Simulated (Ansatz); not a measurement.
## Run report: AlNi3, geometry relaxation (part 1 of 2)

AlNi3 (Pm-3m, 4 atoms in the cell), computed with DFT r2SCAN, scalar-relativistic, plane waves, PAW, spin-polarised (Ansatz 0.2.0).

The structure was made by swapping elements on the sites of another compound; it need not be a known phase. It belongs to a series of runs on one base structure; here: In -> Al, Pt -> Ni on all its sites, cell and atoms relaxed. Figures and captions count atoms from 1; the log counts them from 0 in places.

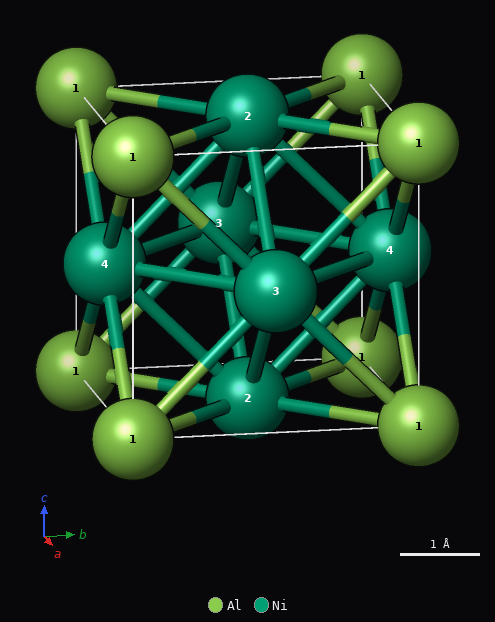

Figure 1. The starting structure (ball-and-stick view of the cell of the calculation, seen slightly off an axis; atoms are numbered from 1 in the order of the input). An atom can appear more than once, as a periodic image. Near neighbours in the periodic cell (some may lie outside the picture): Al has 12 Ni at 2.64 Å; Ni has 4 Al at 2.64 Å and 8 Ni at 2.64 Å.

## Summary

| quantity | value |
| --- | --- |
| outcome | converged |
| space group (tolerance 0.01 Å) | Pm-3m (221) |
| electrons treated | 57 |
| free energy | −18077.9873 eV |
| Fermi energy | 16.262 eV |
| gap on the k-point mesh | none (metallic) |
| net moment of the cell | 0.86 μB |
| integrated absolute moment | 1.36 μB |
| pressure | −0.37 GPa |
| final volume | 43.92 Å³ |
| largest force (length of the vector) at the end | under 0.001 eV/Å |
| final cell | a = 3.528 Å, b = 3.528 Å, c = 3.528 Å, α = 90.00°, β = 90.00°, γ = 90.00° |
| hardware | 1 thread of Arm Neoverse V1, 24 GiB of memory available, shared host |
| wall time | 95 s |
| peak memory | 0.5 GiB |

## Remarks

The electronic state found may not be the lowest one.

## Input
```yaml
crystal:
  lattice:
    - [3.7300668816, 0.0, 0.0]
    - [0.0, 3.7300668816, 0.0]
    - [0.0, 0.0, 3.7300668816]
  atoms:
    - { symbol: Al, position: [0.0, 0.0, 0.0] }
    - { symbol: Ni, position: [0.5, 0.5, 0.0], spin: 0.41 }
    - { symbol: Ni, position: [0.0, 0.5, 0.5], spin: 0.41 }
    - { symbol: Ni, position: [0.5, 0.0, 0.5], spin: 0.41 }
basis:
  ecutwfc: 500
kpoints:
  mp_grid: { grid: [6, 6, 6] }
hamiltonian:
  xc: r2scan
scf:
  occupations: { method: gaussian, width: 0.1 }
output:
  forces: true
  stress: true
  eigenvalues: true
  populations: true
magnetization:
  spin_polarized: true
relax:
  adjacent_minimum: "off"
  f_tol: 0.05
  max_steps: 60
  cell: { stress_tol: 0.5 }
```

Run as:
```bash
ansatz run input.yaml --threads 1 --pin off --max-ram 2560MiB --backend cpu --events-out ev --progress --plain --runs-dir out
```

## Output
```
Engine: ansatz 0.2.0, aarch64-unknown-linux-gnu
Pseudopotentials: kind: paw
Pseudopotential: Al, paw, valence charge 3, recommended cutoff 500 eV (meta_gga), Al.paw.azcp
Pseudopotential: Ni, paw, valence charge 18, recommended cutoff 500 eV (meta_gga), Ni.paw.azcp
Functional definition: r2SCAN
  parameter k0 = 0.174
  parameter k1 = 0.065
  parameter a1 = 4.9479
  exchange = r2scan_x(k0 = k0, k1 = k1, a1 = a1)
  correlation = r2scan_c
Crystal: 4 atoms, lattice volume = 51.898 Å³
Basis set: ecut = 500 eV, 1357 PW (Γ), exchange–correlation on 120×120×120 points (64 copies of the dense FFT grid, shifted against one another)
Bands: 35, of which v1, the nominal top of the filled ones, is band 29 counted from 1 (28 counted from 0)
Symmetry: 48 space group operations
Space group: Pm-3m (ITA 221), of the structure as read, at distance tolerance 3.7e-5 Å
Magnetic group: BNS 221.92 (UNI 1594), of the structure as read, at distance tolerance 3.7e-5 Å
k-points: 20 of 216
Non-local potential: Al, projectors of the file, l = 0: 2, l = 1: 2, l = 2: 1
Non-local potential: Ni, projectors of the file, l = 0: 3, l = 1: 2, l = 2: 3, l = 3: 1
PAW form: soft (Blöchl's): semilocal exchange-correlation on the pseudo side does not see the compensation charge
PAW frozen core: Al, regenerated for the run's functional (the file was generated under x = pbe(κ = 0.804, μ = 0.2195149727645171), c = pbe(β = 0.06672455060314922))
PAW frozen core: Ni, regenerated for the run's functional (the file was generated under x = pbe(κ = 0.804, μ = 0.2195149727645171), c = pbe(β = 0.06672455060314922))
PAW one-centre angular grid: Al, 302 points (default); XC on 160 Gauss nodes
PAW one-centre angular grid: Ni, 590 points (default); XC on 160 Gauss nodes
Initial density: superposition of atomic densities (chi_scale 0.1, normalization cell)
Starting moments: Σ|m| = 1.23 μB on 3 of 4 sites
Initial wavefunctions: pseudopotential atomic-orbital guess
Functional: x = r2scan, c = r2scan; τ floored in thin density (d = 2e-4 eV/Å³)
iter 1 solved again at ethr=6.54e-4 eV; its pass at ethr=3.10e-3 eV (dr2=3.73e-1 eV) is discarded
SCF iter   1: F=—  HF=-18074.174179 eV  |F-HF|=—  |Δ(HF+E_count)|=         —  Δρ=2.36e-2 (↑1.73e-2 ↓2.36e-2)  dr2=4.23e-1  dr2_τ=1.24e-2  dr2_m=4.85e-2  M=1.046 μB ∫|m|=1.333 μB  β_m=1.00  ethr=6.54e-4  ⟨swp⟩=3.0  Hψ=7594  notcnv=0
Mixer restart at iter 1: flushing history
eigensolver tolerance schedule calibrated: the retry pair's looser diagonalisation under-reported the residual by θ = 0.12 (0.18/decade); ethr = c·dr2/N_el runs at the constant in force after the calibration composes with the one it found (an armed cap, an earlier calibration), c = 3.2e-2
preconditioner: auto → Kerker (q_TF=auto, 2.771 Å⁻¹)  [metal: Δε(μ)=0.018 eV  Ē_g=6.625 eV  σ=0.100 eV  W_gap=0.10  n_scr=18 (ndim 8)  ℏωp=29.6 eV  f_vac=0.000  D(μ)=2.98/eV (n_scr^D=26)]
spin=Collinear: Kerker preconditioning applied to the charge; magnetization (m = ρ↑ − ρ↓) channel mixes plain (no charge-response kernel on spin).
SCF iter   2: F=—  HF=-18074.636456 eV  |F-HF|=—  |Δ(HF+E_count)|=   4.62e-1  Δρ=1.92e-2 (↑1.92e-2 ↓1.82e-2)  dr2=5.42e-1  dr2_τ=2.20e-3  dr2_m=7.62e-3  M=1.036 μB ∫|m|=1.459 μB  β_m=1.00  ethr=2.39e-4  ⟨swp⟩=3.8  Hψ=3813  notcnv=0  defer=10  κ⁻¹=1.0e0(r=1)
SCF iter   3: F=—  HF=-18074.990168 eV  |F-HF|=—  |Δ(HF+E_count)|=   3.54e-1  Δρ=1.86e-2 (↑1.86e-2 ↓1.76e-2)  dr2=5.52e-1  dr2_τ=1.88e-3  dr2_m=4.89e-3  M=1.030 μB ∫|m|=1.472 μB  β_m=1.00  ethr=2.39e-4  ⟨swp⟩=1.9  Hψ=1836  notcnv=0  defer=16  κ⁻¹=3.0e-3(r=2)
SCF iter   4: F=—  HF=-18076.808183 eV  |F-HF|=—  |Δ(HF+E_count)|=    1.82e0  Δρ=9.30e-3 (↑9.24e-3 ↓9.30e-3)  dr2=2.47e-1  dr2_τ=1.96e-3  dr2_m=3.69e-3  M=0.968 μB ∫|m|=1.498 μB  β_m=1.00  ethr=2.39e-4  ⟨swp⟩=3.0  Hψ=2894  notcnv=0  defer=42  κ⁻¹=1.8e-3(r=3)
SCF iter   5: F=—  HF=-18077.299407 eV  |F-HF|=—  |Δ(HF+E_count)|=         —  Δρ=6.30e-3 (↑5.14e-3 ↓6.30e-3)  dr2=1.03e-1  dr2_τ=2.28e-4  dr2_m=1.57e-3  M=0.864 μB ∫|m|=1.506 μB  β_m=1.00  ethr=1.40e-4  ⟨swp⟩=3.0  Hψ=3076  notcnv=0  defer=43
Mixer restart at iter 5: flushing history
SCF iter   6: F=—  HF=-18077.295867 eV  |F-HF|=—  |Δ(HF+E_count)|=   3.54e-3  Δρ=4.33e-3 (↑4.33e-3 ↓4.31e-3)  dr2=5.59e-2  dr2_τ=1.04e-4  dr2_m=2.77e-5  M=0.865 μB ∫|m|=1.497 μB  β_m=1.00  ethr=5.82e-5  ⟨swp⟩=1.6  Hψ=1481  notcnv=0  defer=43  κ⁻¹=1.0e0(r=1)
SCF iter   7: F=—  HF=-18077.298323 eV  |F-HF|=—  |Δ(HF+E_count)|=   2.46e-3  Δρ=2.69e-3 (↑2.65e-3 ↓2.69e-3)  dr2=1.46e-2  dr2_τ=5.55e-5  dr2_m=1.41e-5  M=0.868 μB ∫|m|=1.488 μB  β_m=1.00  ethr=3.15e-5  ⟨swp⟩=2.0  Hψ=2518  notcnv=0  defer=43  κ⁻¹=5.8e-2(r=2)
SCF iter   8: F=—  HF=-18077.305095 eV  |F-HF|=—  |Δ(HF+E_count)|=   6.77e-3  Δρ=2.46e-3 (↑1.99e-3 ↓2.46e-3)  dr2=6.84e-3  dr2_τ=1.55e-5  dr2_m=3.12e-5  M=0.875 μB ∫|m|=1.492 μB  β_m=1.00  ethr=8.27e-6  ⟨swp⟩=2.5  Hψ=2780  notcnv=0  defer=44  κ⁻¹=4.3e-3(r=3)
SCF iter   9: F=—  HF=-18077.303671 eV  |F-HF|=—  |Δ(HF+E_count)|=   1.42e-3  Δρ=1.18e-3 (↑7.19e-4 ↓1.18e-3)  dr2=8.56e-4  dr2_τ=4.09e-6  dr2_m=7.45e-5  M=0.878 μB ∫|m|=1.512 μB  β_m=1.00  ethr=3.86e-6  ⟨swp⟩=2.0  Hψ=2181  notcnv=0  defer=44  κ⁻¹=1.8e-3(r=4)
SCF iter  10: F=—  HF=-18077.304022 eV  |F-HF|=—  |Δ(HF+E_count)|=   3.51e-4  Δρ=5.56e-4 (↑5.52e-4 ↓5.56e-4)  dr2=2.07e-4  dr2_τ=1.29e-6  dr2_m=1.40e-7  M=0.878 μB ∫|m|=1.509 μB  β_m=1.00  ethr=4.83e-7  ⟨swp⟩=2.2  Hψ=2360  notcnv=0  defer=44  κ⁻¹=3.4e-4(r=5)
SCF iter  11: F=—  HF=-18077.304489 eV  |F-HF|=—  |Δ(HF+E_count)|=   4.66e-4  Δρ=3.57e-4 (↑2.53e-4 ↓3.57e-4)  dr2=8.85e-5  dr2_τ=2.77e-7  dr2_m=1.97e-6  M=0.878 μB ∫|m|=1.508 μB  β_m=1.00  ethr=1.17e-7  ⟨swp⟩=2.0  Hψ=2550  notcnv=0  defer=44  κ⁻¹=1.4e-4(r=6)
SCF iter  12: F=—  HF=-18077.304500 eV  |F-HF|=—  |Δ(HF+E_count)|=   1.10e-5  Δρ=6.94e-5 (↑6.94e-5 ↓6.91e-5)  dr2=1.84e-6  dr2_τ=4.40e-8  dr2_m=6.08e-7  M=0.878 μB ∫|m|=1.508 μB  β_m=1.00  ethr=5.00e-8  ⟨swp⟩=2.1  Hψ=2375  notcnv=0  defer=44  κ⁻¹=3.3e-5(r=7)
SCF iter  13: F=—  HF=-18077.304502 eV  |F-HF|=—  |Δ(HF+E_count)|=   2.39e-6  Δρ=6.78e-5 (↑4.35e-5 ↓6.78e-5)  dr2=2.20e-6  dr2_τ=1.74e-8  dr2_m=1.59e-7  M=0.878 μB ∫|m|=1.509 μB  β_m=1.00  ethr=1.04e-9  ⟨swp⟩=2.2  Hψ=2589  notcnv=0  defer=44  κ⁻¹=4.4e-6(r=8)
SCF iter  14: F=—  HF=-18077.304511 eV  |F-HF|=—  |Δ(HF+E_count)|=   8.83e-6  Δρ=3.25e-5 (↑3.25e-5 ↓2.72e-5)  dr2=1.03e-6  dr2_τ=2.08e-9  dr2_m=1.10e-8  M=0.878 μB ∫|m|=1.511 μB  β_m=1.00  ethr=1.04e-9  ⟨swp⟩=2.1  Hψ=2577  notcnv=0  defer=44  κ⁻¹=4.6e-7(r=8)
SCF iter  15: F=—  HF=-18077.304512 eV  |F-HF|=—  |Δ(HF+E_count)|=   1.41e-6  Δρ=1.75e-5 (↑1.46e-5 ↓1.75e-5)  dr2=3.14e-7  dr2_τ=1.40e-9  dr2_m=1.53e-9  M=0.878 μB ∫|m|=1.511 μB  β_m=1.00  ethr=5.80e-10  ⟨swp⟩=2.0  Hψ=2507  notcnv=0  defer=44  κ⁻¹=5.0e-7(r=8)
SCF iter  16: F=—  HF=-18077.304512 eV  |F-HF|=—  |Δ(HF+E_count)|=   1.12e-7  Δρ=1.52e-5 (↑8.51e-6 ↓1.52e-5)  dr2=1.81e-7  dr2_τ=3.89e-10  dr2_m=7.51e-9  M=0.878 μB ∫|m|=1.511 μB  β_m=1.00  ethr=1.77e-10  ⟨swp⟩=2.0  Hψ=2425  notcnv=0  defer=44  κ⁻¹=6.0e-7(r=8)
SCF iter  17: F=—  HF=-18077.304512 eV  |F-HF|=—  |Δ(HF+E_count)|=   4.31e-8  Δρ=4.02e-6 (↑4.02e-6 ↓2.42e-6)  dr2=7.28e-9  dr2_τ=8.40e-11  dr2_m=1.66e-9  M=0.878 μB ∫|m|=1.511 μB  β_m=1.00  ethr=1.02e-10  ⟨swp⟩=2.0  Hψ=2044  notcnv=0  defer=44  κ⁻¹=6.8e-6(r=8)
SCF iter  18: F=-18077.304512 eV  HF=-18077.304512 eV  |F-HF|=6.44e-10  |Δ(HF+E_count)|=   3.61e-8  Δρ=5.91e-6 (↑4.60e-6 ↓5.91e-6)  dr2=3.19e-8  dr2_τ=4.67e-11  dr2_m=2.59e-10  M=0.878 μB ∫|m|=1.511 μB  ethr=4.11e-12  ⟨swp⟩=6.2  Hψ=5900  notcnv=0
SCF 1 converged in 18 iterations: F = -18077.304512 eV  dr2 = 3.19e-8
  greatest PAW one-centre occupation: 1.001 electrons in one spin orbital (limit 2), on the Ni atom at site 3 (counted from 0), in its partial waves of l = 1
relax step   1: F+E_penalty+E_count = -18077.30451226 eV  Δ(F+E_penalty+E_count) = +0.000e0 eV  max|allowed force component| = 3.192e-28 eV/Å  Δτ_max = 0.0000 Å  P = -23.186 GPa  Ω = 51.898 Å³  (18 SCF iters, dr2 threshold 1.00e-7 eV, accepted)
Crystal: 4 atoms, lattice volume = 45.750 Å³
Basis set: ecut = 500 eV, 1189 PW (Γ), exchange–correlation on 120×120×120 points (64 copies of the dense FFT grid, shifted against one another)
Initial density: handed on by an earlier stage of this run
Starting moments: Σ|m| = 1.23 μB on 3 of 4 sites; this step starts from the density that it was given
Initial wavefunctions: those handed on with the density
iter 1 solved again at ethr=4.12e-4 eV; its pass at ethr=3.10e-3 eV (dr2=2.35e-1 eV) is discarded
SCF iter   1: F=—  HF=-18077.435690 eV  |F-HF|=—  |Δ(HF+E_count)|=         —  Δρ=2.11e-2 (↑1.80e-2 ↓2.11e-2)  dr2=3.85e-1  dr2_τ=1.01e-1  dr2_m=1.50e-3  M=0.942 μB ∫|m|=1.472 μB  β_m=1.00  ethr=4.12e-4  ⟨swp⟩=2.1  Hψ=8041  notcnv=0
eigensolver tolerance schedule calibrated: the retry pair's looser diagonalisation under-reported the residual by θ = 0.39 (0.45/decade); ethr = c·dr2/N_el runs at the constant in force after the calibration composes with the one it found (an armed cap, an earlier calibration), c = 5.0e-3
preconditioner: auto → Kerker (q_TF=auto, 2.830 Å⁻¹)  [metal: Δε(μ)=0.066 eV  Ē_g=7.702 eV  σ=0.100 eV  W_gap=0.34  n_scr=18 (ndim 8)  ℏωp=31.5 eV  f_vac=0.000  D(μ)=1.66/eV (n_scr^D=18)]
spin=Collinear: Kerker preconditioning applied to the charge; magnetization (m = ρ↑ − ρ↓) channel mixes plain (no charge-response kernel on spin).
SCF iter   2: F=—  HF=-18077.899815 eV  |F-HF|=—  |Δ(HF+E_count)|=   4.64e-1  Δρ=2.57e-3 (↑2.51e-3 ↓2.57e-3)  dr2=4.19e-3  dr2_τ=1.16e-3  dr2_m=1.70e-4  M=0.911 μB ∫|m|=1.470 μB  β_m=1.00  ethr=3.41e-5  ⟨swp⟩=3.1  Hψ=3638  notcnv=0  κ⁻¹=1.0e0(r=1)
SCF iter   3: F=—  HF=-18077.909213 eV  |F-HF|=—  |Δ(HF+E_count)|=   9.40e-3  Δρ=1.76e-3 (↑1.76e-3 ↓1.72e-3)  dr2=2.98e-3  dr2_τ=3.08e-5  dr2_m=8.93e-6  M=0.904 μB ∫|m|=1.471 μB  β_m=1.00  ethr=3.71e-7  ⟨swp⟩=3.0  Hψ=3857  notcnv=0  defer=37  κ⁻¹=2.0e-3(r=2)
SCF iter   4: F=—  HF=-18077.922351 eV  |F-HF|=—  |Δ(HF+E_count)|=   1.31e-2  Δρ=1.23e-3 (↑8.08e-4 ↓1.23e-3)  dr2=1.18e-3  dr2_τ=6.76e-6  dr2_m=5.21e-5  M=0.891 μB ∫|m|=1.462 μB  β_m=1.00  ethr=2.64e-7  ⟨swp⟩=2.9  Hψ=3028  notcnv=0  defer=44  κ⁻¹=3.0e-4(r=3)
SCF iter   5: F=—  HF=-18077.926254 eV  |F-HF|=—  |Δ(HF+E_count)|=   3.90e-3  Δρ=1.41e-3 (↑8.51e-4 ↓1.41e-3)  dr2=1.64e-3  dr2_τ=3.85e-6  dr2_m=5.10e-5  M=0.887 μB ∫|m|=1.453 μB  β_m=1.00  ethr=1.04e-7  ⟨swp⟩=2.0  Hψ=2379  notcnv=0  defer=44  κ⁻¹=7.1e-6(r=4)
SCF iter   6: F=—  HF=-18077.931159 eV  |F-HF|=—  |Δ(HF+E_count)|=   4.91e-3  Δρ=7.53e-4 (↑6.32e-4 ↓7.53e-4)  dr2=6.70e-4  dr2_τ=4.30e-6  dr2_m=6.90e-6  M=0.884 μB ∫|m|=1.438 μB  β_m=1.00  ethr=1.04e-7  ⟨swp⟩=2.1  Hψ=2554  notcnv=0  defer=44  κ⁻¹=7.0e-6(r=5)
SCF iter   7: F=—  HF=-18077.941670 eV  |F-HF|=—  |Δ(HF+E_count)|=   1.05e-2  Δρ=1.01e-3 (↑5.54e-4 ↓1.01e-3)  dr2=5.04e-4  dr2_τ=1.91e-6  dr2_m=3.11e-5  M=0.869 μB ∫|m|=1.402 μB  β_m=1.00  ethr=5.93e-8  ⟨swp⟩=3.1  Hψ=3658  notcnv=0  defer=48  κ⁻¹=1.4e-6(r=6)
SCF iter   8: F=—  HF=-18077.941901 eV  |F-HF|=—  |Δ(HF+E_count)|=   2.31e-4  Δρ=1.21e-3 (↑1.21e-3 ↓2.87e-4)  dr2=5.28e-4  dr2_τ=1.60e-6  dr2_m=1.09e-4  M=0.864 μB ∫|m|=1.388 μB  β_m=1.00  ethr=4.46e-8  ⟨swp⟩=3.0  Hψ=3629  notcnv=0  defer=48  κ⁻¹=8.1e-7(r=7)
SCF iter   9: F=—  HF=-18077.941595 eV  |F-HF|=—  |Δ(HF+E_count)|=   3.07e-4  Δρ=9.63e-4 (↑9.63e-4 ↓8.81e-4)  dr2=8.72e-4  dr2_τ=9.01e-7  dr2_m=1.77e-6  M=0.862 μB ∫|m|=1.381 μB  β_m=1.00  ethr=4.46e-8  ⟨swp⟩=2.0  Hψ=2570  notcnv=0  defer=48  κ⁻¹=3.3e-7(r=8)
SCF iter  10: F=—  HF=-18077.942177 eV  |F-HF|=—  |Δ(HF+E_count)|=   5.82e-4  Δρ=8.18e-5 (↑7.59e-5 ↓8.18e-5)  dr2=3.42e-6  dr2_τ=8.01e-8  dr2_m=5.08e-8  M=0.864 μB ∫|m|=1.390 μB  β_m=1.00  ethr=4.46e-8  ⟨swp⟩=3.0  Hψ=2881  notcnv=0  defer=48  κ⁻¹=2.7e-5(r=8)
SCF iter  11: F=—  HF=-18077.942255 eV  |F-HF|=—  |Δ(HF+E_count)|=   7.79e-5  Δρ=2.23e-4 (↑3.28e-5 ↓2.23e-4)  dr2=1.59e-5  dr2_τ=5.97e-8  dr2_m=5.00e-6  M=0.865 μB ∫|m|=1.391 μB  β_m=1.00  ethr=3.02e-10  ⟨swp⟩=3.0  Hψ=3732  notcnv=0  defer=48  κ⁻¹=3.1e-5(r=8)
SCF iter  12: F=—  HF=-18077.942313 eV  |F-HF|=—  |Δ(HF+E_count)|=   5.79e-5  Δρ=3.14e-5 (↑3.14e-5 ↓1.36e-5)  dr2=1.88e-7  dr2_τ=2.38e-9  dr2_m=1.38e-7  M=0.865 μB ∫|m|=1.394 μB  β_m=1.00  ethr=3.02e-10  ⟨swp⟩=3.0  Hψ=3433  notcnv=0  defer=48  κ⁻¹=2.8e-5(r=8)
SCF iter  13: F=—  HF=-18077.942314 eV  |F-HF|=—  |Δ(HF+E_count)|=   1.05e-6  Δρ=1.86e-5 (↑6.72e-6 ↓1.86e-5)  dr2=1.44e-7  dr2_τ=7.17e-10  dr2_m=2.47e-8  M=0.865 μB ∫|m|=1.394 μB  β_m=1.00  ethr=1.67e-11  ⟨swp⟩=2.5  Hψ=2665  notcnv=0  defer=48  κ⁻¹=2.6e-6(r=8)
SCF iter  14: F=—  HF=-18077.942320 eV  |F-HF|=—  |Δ(HF+E_count)|=   5.67e-6  Δρ=1.38e-5 (↑3.98e-6 ↓1.38e-5)  dr2=6.88e-8  dr2_τ=2.64e-10  dr2_m=1.63e-8  M=0.865 μB ∫|m|=1.394 μB  β_m=1.00  ethr=1.27e-11  ⟨swp⟩=3.0  Hψ=3591  notcnv=0  defer=48  κ⁻¹=7.2e-7(r=8)
SCF iter  15: F=—  HF=-18077.942323 eV  |F-HF|=—  |Δ(HF+E_count)|=   3.03e-6  Δρ=4.50e-6 (↑3.62e-6 ↓4.50e-6)  dr2=1.59e-8  dr2_τ=7.37e-11  dr2_m=1.30e-10  M=0.865 μB ∫|m|=1.395 μB  β_m=1.00  ethr=6.08e-12  ⟨swp⟩=3.2  Hψ=3734  notcnv=0  defer=48  κ⁻¹=1.1e-7(r=8)
SCF iter  16: F=-18077.942323 eV  HF=-18077.942323 eV  |F-HF|=1.80e-7  |Δ(HF+E_count)|=   1.68e-7  Δρ=1.57e-5 (↑1.13e-5 ↓1.57e-5)  dr2=2.29e-7  dr2_τ=2.53e-10  dr2_m=2.41e-9  M=0.866 μB ∫|m|=1.395 μB  ethr=1.41e-12  ⟨swp⟩=5.7  Hψ=5625  notcnv=0
SCF 2 converged in 16 iterations: F = -18077.942323 eV  dr2 = 2.29e-7
[... from here on the iterations of each SCF are left out, up to the last one ...]
relax step   2: F+E_penalty+E_count = -18077.94232255 eV  Δ(F+E_penalty+E_count) = -6.378e-1 eV  max|allowed force component| = 4.260e-29 eV/Å  Δτ_max = 0.0000 Å  P = -7.725 GPa  Ω = 45.750 Å³  energy of the carried Pulay correction = +5.539e-3 eV  (16 SCF iters, dr2 threshold 4.00e-7 eV, accepted)
Crystal: 4 atoms, lattice volume = 43.198 Å³
Basis set: ecut = 500 eV, 1045 PW (Γ), exchange–correlation on 120×120×120 points (64 copies of the dense FFT grid, shifted against one another)
eigensolver tolerance schedule calibrated: the retry pair's looser diagonalisation under-reported the residual by θ = 0.33 (0.25/decade); ethr = c·dr2/N_el runs at the constant in force after the calibration composes with the one it found (an armed cap, an earlier calibration), c = 1.6e-2
preconditioner: auto → Kerker (q_TF=auto, 2.857 Å⁻¹)  [metal: Δε(μ)=0.009 eV  Ē_g=8.106 eV  σ=0.100 eV  W_gap=0.05  n_scr=18 (ndim 8)  ℏωp=32.5 eV  f_vac=0.000  D(μ)=1.63/eV (n_scr^D=18)]
spin=Collinear: Kerker preconditioning applied to the charge; magnetization (m = ρ↑ − ρ↓) channel mixes plain (no charge-response kernel on spin).
SCF 3 converged in 15 iterations: F = -18077.985120 eV  dr2 = 2.21e-8
relax step   3: F+E_penalty+E_count = -18077.98512006 eV  Δ(F+E_penalty+E_count) = -4.280e-2 eV  max|allowed force component| = 8.743e-30 eV/Å  Δτ_max = 0.0000 Å  P = +3.253 GPa  Ω = 43.198 Å³  energy of the carried Pulay correction = +8.050e-3 eV  (15 SCF iters, dr2 threshold 4.00e-7 eV, accepted)
```
